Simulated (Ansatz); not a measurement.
# How BP (F-43m) expands on warming, part 3 of 3

Wanted: α(T), C_P(T) and B(T) of BP in the quasi-harmonic approximation.

Measurements to reproduce:
- volume expansion coefficient 9.6 1e-6/K near room temperature (given in “Thermal expansion coefficients of high thermal conducting BAs and BP materials (three times its linear coefficient)”, 2019, arxiv:1906.04101)

Ansatz 0.2.0; DFT RPBE, scalar-relativistic, plane waves, PAW.

So far, principal linear expansion coefficients at 298 K (× 1e-6/K): step 5 (phonons on strained cells, q-mesh 2×2×2) 2.94. The relaxed cell has a = 4.575 Å (conventional setting).

## Step 6: Phonons on strained cells, q-mesh 4×4×4

The study relaxes the crystal at several strains, solves the phonons on some of them and minimises the free energy at each temperature (static energy, vibrations, the electrons in a metal, and PV under a set pressure); the q-mesh sets how far the force constants reach.

input.yaml reads:

```yaml
crystal:
  lattice:
    - [0.0, 2.2874846874, 2.2874846874]
    - [2.2874846874, 0.0, 2.2874846874]
    - [2.2874846874, 2.2874846874, 0.0]
  atoms:
    - { symbol: B, position: [0.0, 0.0, 0.0] }
    - { symbol: P, position: [0.25, 0.25, 0.25] }
kpoints:
  mp_grid: { grid: [12, 12, 12] }
hamiltonian:
  xc: rpbe
scf:
  occupations: { method: fixed }
output:
  eigenvalues: true
phonons:
  method: dfpt
  qmesh: [4, 4, 4]
  temperatures: { t_max: 800.0, t_step: 50 }
  thermal_expansion: {}
```

Launch:

```bash
$ ansatz run input.yaml --threads 2 --pin off --max-ram 5120MiB --backend cpu --events-out ev --progress --plain --runs-dir out
```

Numbers of over 12 decimals in the logs are rounded to 6 here.

The log of the run:

```text
[...]
Crystal: 2 atoms, lattice volume = 23.939 Å³
Basis set: ecut = 487.2 eV, 561 PW (Γ), exchange–correlation on 48×48×48 points (8 copies of the dense FFT grid, shifted against one another)
Bands: 8, of which v1, the nominal top of the filled ones, is band 4 counted from 1 (3 counted from 0)
Symmetry: 24 space group operations
[...]
k-points: 72 of 1728 (time reversal used)
[...]
SCF iter   1: F=—  HF=-916.758126 eV  |F-HF|=—  |Δ(HF+E_count)|=         —  Δρ=2.68e-3  dr2=1.09e-3  ethr=1.77e-3  ⟨swp⟩=5.2  Hψ=4233  notcnv=0  defer=134
[...]
SCF iter   7: F=-916.758027 eV  HF=-916.758027 eV  |F-HF|=3.98e-12  |Δ(HF+E_count)|=  3.19e-10  Δρ=1.17e-7  dr2=2.18e-12  ethr=1.00e-12  ⟨swp⟩=9.2  Hψ=4517  notcnv=0
SCF 1 converged in 7 iterations: F = -916.758027 eV  dr2 = 2.18e-12
[...]
relax step   1: F+E_penalty+E_count = -916.75802742 eV  Δ(F+E_penalty+E_count) = +0.000e0 eV  max|allowed force component| = 3.793e-16 eV/Å  Δτ_max = 0.0000 Å  (7 SCF iters, accepted)
SCF converged after 7 iterations
Free energy (F): -916.758027 eV
[...]
Internal energy: -916.758027 eV  (E = F + TS)
E sigma→0 (E₀):  -916.758027 eV
Fermi energy:    9.029261 eV
[...]
--- Stress (GPa, compression-positive) ---
       -0.007760      -0.000000      -0.000000
       -0.000000      -0.007760       0.000000
       -0.000000       0.000000      -0.007760
  P = ⅓ Tr σ = -0.0078 GPa (-0.078 kbar)
--- Band table (eV; the first three rows and the last of 72) ---
[...]
── thermal expansion: 3 new cells, 3 in all ──
thermal expansion: relaxation of cell 2
thermal expansion: relaxation of cell 3
── thermal expansion: 2 new cells, 5 in all ──
thermal expansion: relaxation of cell 4
thermal expansion: lower-state search of cell 4
thermal expansion: phonons of cell 4
thermal expansion: relaxation of cell 5
thermal expansion: phonons of cell 5
── thermal expansion: 5 new cells, 10 in all ──
thermal expansion: relaxation of cell 6
thermal expansion: relaxation of cell 7
thermal expansion: relaxation of cell 8
thermal expansion: relaxation of cell 9
thermal expansion: relaxation of cell 10
thermal expansion: phonons of cell 6
thermal expansion: phonons of cell 7
--- Relaxed structure (1 steps of the walk, 1 accepted, 0 SCFs on fresh bases) ---
  F+E_penalty+E_count = -916.75802742 eV   max|allowed force component| = 3.793e-16 eV/Å
  atoms:
    - { symbol: B, position: [0.0, 0.0, 0.0] }
    - { symbol: P, position: [0.25, 0.25, 0.25] }
--- Thermal expansion: 10 cells in 3 rounds, 0 GPa ---
  no lower state was reached at cell 4
  without vibrations: a 3.23494, b 3.23494, c 3.23494 Å, V 23.9377 Å³, B 155.41 GPa
  at 0 K: a 3.24443, b 3.24443, c 3.24443 Å, V 24.1491 Å³, B 152.09 GPa
  zero-point expansion: a +0.294, b +0.294, c +0.294, V +0.883 %
[...]
0.00    3.24443    3.24443    3.24443    24.1491 |    0.00    0.00    0.00    0.00 |    3.75 |     0.000     0.000 |   152.09   152.09
   100.00    3.24446    3.24446    3.24446    24.1498 |    0.37    0.37    0.37    1.10 |    5.50 |     6.112     6.112 |   152.05   152.05
   200.00    3.24480    3.24480    3.24480    24.1574 |    1.84    1.84    1.84    5.51 |    7.93 |    19.713    19.700 |   151.67   151.78
   298.15    3.24564    3.24564    3.24564    24.1762 |    3.39    3.39    3.39   10.16 |       - |    30.101    30.033 |   150.92   151.26
   350.00    3.24627    3.24627    3.24627    24.1901 |    4.01    4.01    4.01   12.04 |   11.13 |    33.988    33.877 |   150.42   150.92
   450.00    3.24772    3.24772    3.24772    24.2227 |    4.89    4.89    4.89   14.66 |   12.67 |    39.179    38.968 |   149.38   150.18
   550.00    3.24941    3.24941    3.24941    24.2604 |    5.46    5.46    5.46   16.37 |   13.84 |    42.416    42.097 |   148.26   149.38
   650.00    3.25125    3.25125    3.25125    24.3017 |    5.85    5.85    5.85   17.54 |   14.75 |    44.532    44.102 |   147.10   148.53
   750.00    3.25320    3.25320    3.25320    24.3454 |    6.13    6.13    6.13   18.40 |   15.49 |    45.988    45.445 |   145.91   147.66
   800.00    3.25421    3.25421    3.25421    24.3681 |    6.25    6.25    6.25   18.74 |   15.81 |    46.553    45.953 |   145.31   147.21
[...]
vibrations' free energy: its fit passes through its cells
  the electrons' free energy at temperature is not in it: every band gap is over 0.83 eV
  free energies summed between the sampled wave vectors
[...]
band gaps on the cells' k-points are 1.253 to 1.356 eV
```

Run time: 11 min. Hardware: 2 threads of Arm Neoverse V2, shared host; peak memory 1.2 GiB.

Numbers from this step:

* volume expansion coefficient at 298 K: 10.15 1e-6/K
* C_P at 298 K: 15.05 J/mol-atom/K
* entropy at 298 K: 10.30 J/mol-atom/K
* isothermal bulk modulus at 298 K: 150.9 GPa
* Grüneisen parameter at 298 K: 0.7430
* volume at 298 K: 12.09 Å³/atom
* principal linear expansion coefficients at 298 K: 3.385, 3.385, 3.385 1e-6/K

Strained cells of the study; zero-point energy where phonons were solved; the pressures are stresses at a fixed cutoff and can carry an offset from the finite basis. Expansion cells, by row:

| cell | \|a\| (Å) | \|b\| (Å) | \|c\| (Å) | V (Å³/atom) | E - E_lowest (meV/atom) | pressure (GPa) | gap (eV) | zero-point energy (meV/atom) |
| --- | --- | --- | --- | --- | --- | --- | --- | --- |
| 1 | 3.235 | 3.235 | 3.235 | 11.97 | 0 | -0.023 | 1.299 | - |
| 2 | 3.261 | 3.261 | 3.261 | 12.26 | 3.281 | -3.569 | 1.336 | - |
| 3 | 3.209 | 3.209 | 3.209 | 11.69 | 3.351 | 3.866 | 1.262 | - |
| 4 | 3.235 | 3.235 | 3.235 | 11.97 | 0 | -0.042 | 1.3 | 98.77 |
| 5 | 3.251 | 3.251 | 3.251 | 12.15 | 1.317 | -2.299 | 1.323 | 97.25 |
| 6 | 3.244 | 3.244 | 3.244 | 12.07 | 0.4 | -1.289 | 1.312 | 97.94 |
| 7 | 3.262 | 3.262 | 3.262 | 12.27 | 3.472 | -3.667 | 1.337 | 96.3 |
| 8 | 3.203 | 3.203 | 3.203 | 11.62 | 5.232 | 4.879 | 1.253 | - |
| 9 | 3.219 | 3.219 | 3.219 | 11.79 | 1.28 | 2.349 | 1.276 | - |
| 10 | 3.275 | 3.275 | 3.275 | 12.42 | 7.718 | -5.352 | 1.356 | - |

Quasi-harmonic; a, b, c are the run's own cell vectors. Expansion, by row:

```
T (K)  a (Å)  b (Å)  c (Å)  alpha (deg)  beta (deg)  gamma (deg)  cell volume (Å³/cell)  alpha_a (1e-6/K)  alpha_b (1e-6/K)  alpha_c (1e-6/K)  alpha_V (1e-6/K)  C_P (J/mol-atom/K)  C_V (J/mol-atom/K)  S (J/mol-atom/K)  B_T (GPa)  B_S (GPa)  Grueneisen  extrapolation  fit error (1e-6/K)
    0  3.244  3.244  3.244           60          60           60                  24.15                 0                 0                 0                 0                   0                   0                 0      152.1      152.1           -              0                   0
   50  3.244  3.244  3.244           60          60           60                  24.15              0.05              0.05              0.05              0.14               0.402               0.402             0.112      152.1      152.1       0.391              0                   0
  100  3.244  3.244  3.244           60          60           60                  24.15              0.37              0.37              0.37               1.1               3.056               3.056             1.094      152.1      152.1       0.399              0                   0
  150  3.245  3.245  3.245           60          60           60                  24.15              1.01              1.01              1.01              3.02               6.522                6.52             2.985      151.9      151.9       0.511              0                   0
  200  3.245  3.245  3.245           60          60           60                  24.16              1.84              1.84              1.84              5.51               9.857                9.85             5.326      151.7      151.8       0.618              0                   0
  250  3.245  3.245  3.245           60          60           60                  24.17              2.68              2.68              2.68              8.03               12.76               12.74             7.847      151.3      151.5       0.694              0                0.01
298.1  3.246  3.246  3.246           60          60           60                  24.18              3.39              3.39              3.39             10.16               15.05               15.02              10.3      150.9      151.3       0.743              0                0.01
  300  3.246  3.246  3.246           60          60           60                  24.18              3.41              3.41              3.41             10.23               15.13               15.09             10.39      150.9      151.2       0.744              0                0.01
  350  3.246  3.246  3.246           60          60           60                  24.19              4.01              4.01              4.01             12.04               16.99               16.94             12.87      150.4      150.9       0.779              0                0.01
  400  3.247  3.247  3.247           60          60           60                  24.21               4.5               4.5               4.5             13.49               18.45               18.37             15.24      149.9      150.6       0.802              0                0.01
  450  3.248  3.248  3.248           60          60           60                  24.22              4.89              4.89              4.89             14.66               19.59               19.48             17.48      149.4      150.2        0.82              0                0.01
  500  3.249  3.249  3.249           60          60           60                  24.24               5.2               5.2               5.2              15.6               20.49               20.36             19.59      148.8      149.8       0.832              0                0.01
  550  3.249  3.249  3.249           60          60           60                  24.26              5.46              5.46              5.46             16.37               21.21               21.05             21.58      148.3      149.4       0.842              0                0.01
  600   3.25   3.25   3.25           60          60           60                  24.28              5.67              5.67              5.67             17.01               21.79                21.6             23.45      147.7        149        0.85              0                0.01
  650  3.251  3.251  3.251           60          60           60                   24.3              5.85              5.85              5.85             17.54               22.27               22.05             25.21      147.1      148.5       0.856              0                0.01
  700  3.252  3.252  3.252           60          60           60                  24.32                 6                 6                 6                18               22.66               22.42             26.88      146.5      148.1       0.862              0                0.01
  750  3.253  3.253  3.253           60          60           60                  24.35              6.13              6.13              6.13              18.4               22.99               22.72             28.45      145.9      147.7       0.866              0                0.02
  800  3.254  3.254  3.254           60          60           60                  24.37              6.25              6.25              6.25             18.74               23.28               22.98             29.95      145.3      147.2        0.87              0                0.03
```

The expansion coefficient by temperature; values in 1e-6/K:

| temperature (K) | volume | principal 1 |
| --- | --- | --- |
| 0 | 0 | 0 |
| 50 | 0.14 | 0.05 |
| 100 | 1.1 | 0.37 |
| 150 | 3.02 | 1.01 |
| 200 | 5.51 | 1.84 |
| 250 | 8.03 | 2.68 |
| 298 | 10.2 | 3.39 |
| 300 | 10.2 | 3.41 |
| 350 | 12.0 | 4.01 |
| 400 | 13.5 | 4.5 |
| 450 | 14.7 | 4.89 |
| 500 | 15.6 | 5.2 |
| 550 | 16.4 | 5.46 |
| 600 | 17.0 | 5.67 |
| 650 | 17.5 | 5.85 |
| 700 | 18 | 6 |
| 750 | 18.4 | 6.13 |
| 800 | 18.7 | 6.25 |

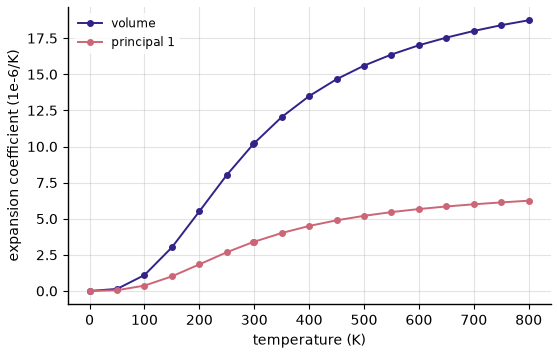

Expansion coefficient against temperature.

Changing the q-mesh (2×2×2 → 4×4×4) takes the volume expansion at 298 K from 8.81 to 10.2 × 10⁻⁶/K and B_T from 151 to 151 GPa.

## Step 7: What came out

```json
{"settings of these figures": "RPBE, 487.2 eV, k 12×12×12, q 4×4×4", "volume expansion coefficient at 298 K": "10.15 1e-6/K", "C_P at 298 K": "15.05 J/mol-atom/K", "entropy at 298 K": "10.30 J/mol-atom/K", "isothermal bulk modulus at 298 K": "150.9 GPa", "Grüneisen parameter at 298 K": "0.7430", "volume at 298 K": "12.09 Å³/atom", "principal linear expansion coefficients at 298 K": "3.385, 3.385, 3.385 1e-6/K"}
```

In words: Near room temperature BP expands by 10.2 × 10⁻⁶/K in volume by RPBE, with C_P = 15.1 J/(mol K) per mole of atoms and B_T = 151 GPa. C_P at room temperature is 60 % of the classical 3R an atom, so the stiffest modes are still partly frozen out. A measured volume expansion coefficient near room temperature is 9.6 1e-6/K (arxiv:1906.04101); the calculated 10.2 1e-6/K differs by +6 %. Changing the q-mesh moves the volume expansion at 298 K between 8.81 and 10.2 × 10⁻⁶/K, while the CPU time spans a factor of 5.2. The interpolation has no quadrupole term, so branches near the zone centre are less sure, since this crystal has sites that are not centres of inversion. The PAW files were made for PBE and are used here under another functional, for which the program regenerates the frozen cores.

[Logs are printed without paths, hosts, clocks, repeated set-up lines and the standing remarks that a program may print on its own settings, such as how far it seeks lower states.]

[Hosts, paths, dates, database ids (printed as entryN), source tags and the programs' standing remarks are cut or masked in the printed files.]

[A step with changed settings may run another functional than the one named; its input shows which.]
